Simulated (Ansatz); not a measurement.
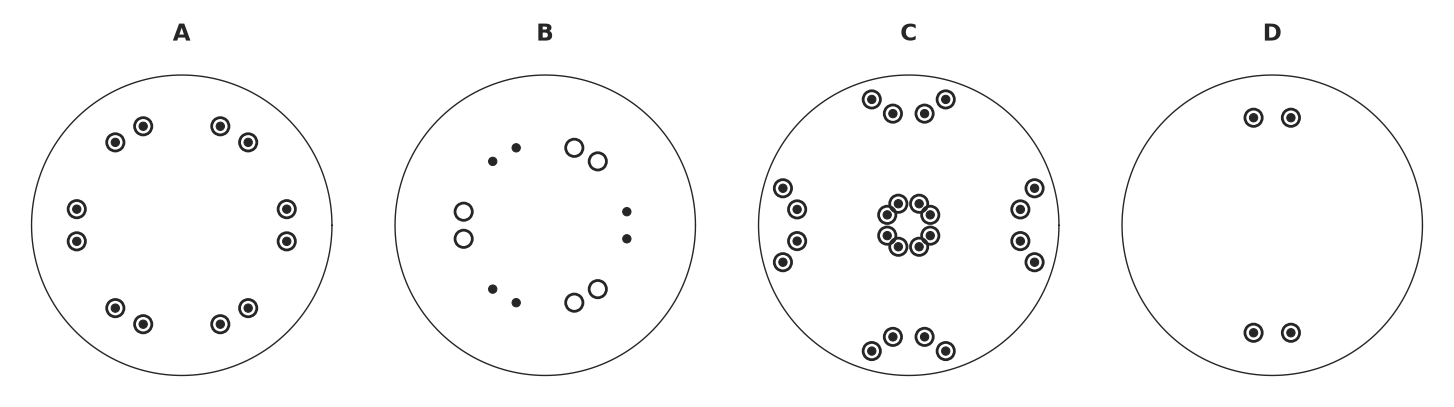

Stereographic projection: filled dots lie in the upper hemisphere, open rings in the lower. Each shows the poles of one general form. The c axis points at the viewer. Computed from the symmetry of the structures below (computed or model cells, partly hypothetical).

> Match each stereogram to its crystal.
1. Sb, R-3m, No. 166, hexagonal axes
2. Mn, Pm-3n, No. 223
3. Pd, Cmcm, No. 63
4. Se, P6₃/mmc, No. 194

A is 4 (point group 6/mmm); B is 1 (point group -3m); C is 2 (point group m-3m); D is 3 (point group mmm).
